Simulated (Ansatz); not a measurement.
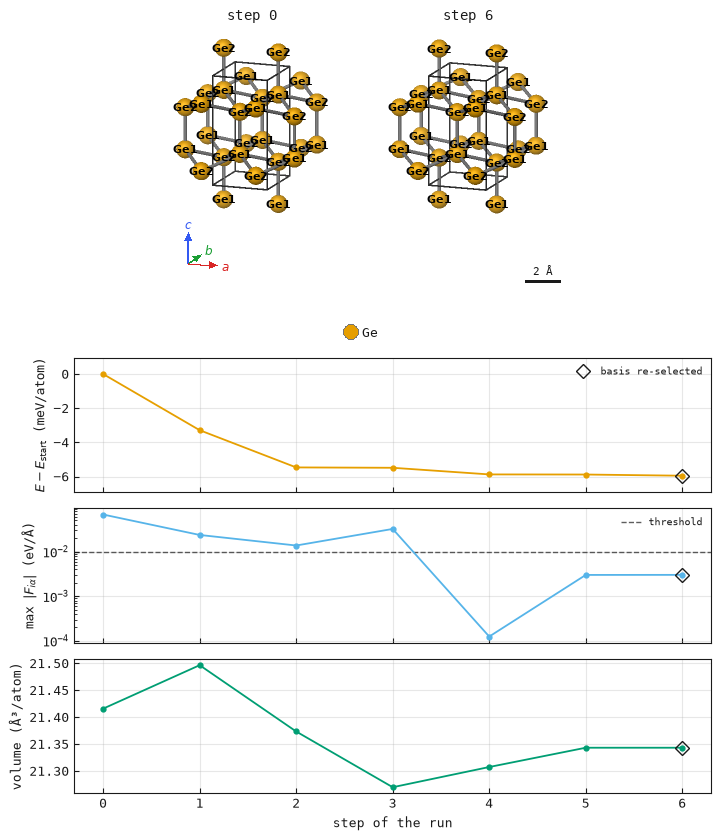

First and last geometry of a relaxation of solid Ge (built on the random type), with the history of the run. A ball-and-stick model of the conventional cell (2 times the calculation's cell), seen slightly off an axis. Lengths and directions refer to the drawn axes.

Case: random cell without symmetry.

All numbers below come from DFT PBE, scalar-relativistic, plane waves, PAW in Ansatz. Settings: plane-wave cutoff 420 eV; k-point mesh 22 × 22 × 22; occupations gaussian; smearing width 0.1 eV; no spin polarisation; cell and atoms relaxed; force threshold 0.01 eV/Å; at most 80 steps.

Q: Read the history and describe the run.

A: It converged. The largest moves relative to the cell, 0.004 Å, are those of Ge1 and Ge2. Ge1 goes along +c. The drawn cell changes as follows: a 3.413 → 3.596 Å (+5.4 %), b 3.808 → 3.610 Å (−5.2 %), c 6.591 → 6.576 Å (−0.2 %); the volume changes by −0.3 %. Among the contacts that change: Ge1–Ge2 2.535 → 2.521 Å, Ge1–Ge2 (another image) 2.668 → 2.661 Å. Among the angles between lasting bonds that change: Ge2–Ge1–Ge2 91.1° → 85.4°, Ge2–Ge1–Ge2 79.5° → 85.0°. The space group stays Immm (No. 71). The energy falls by 6.0 meV per atom in 5 accepted moves (6 points after the start). The largest force component goes from 0.068 to 0.003 eV/Å. The pressure goes from 0.00 to 0.01 GPa. The SCF was repeated once at an unchanged geometry on a basis and grid sized afresh for the cell, which shifted the energy by 0.1 meV per atom at most.

```csv
step,"E − E(0), meV/atom","largest force component, eV/Å","pressure, GPa","volume, Å³/atom",note
0,0.00,0.0679,0.00,21.416,
1,-3.29,0.0236,-0.27,21.497,
2,-5.47,0.0137,-0.13,21.373,
3,-5.49,0.0323,0.27,21.270,
4,-5.88,0.0001,0.09,21.307,
5,-5.88,0.0030,-0.01,21.343,
6,-5.95,0.0030,0.01,21.343,"same geometry, new basis"
```
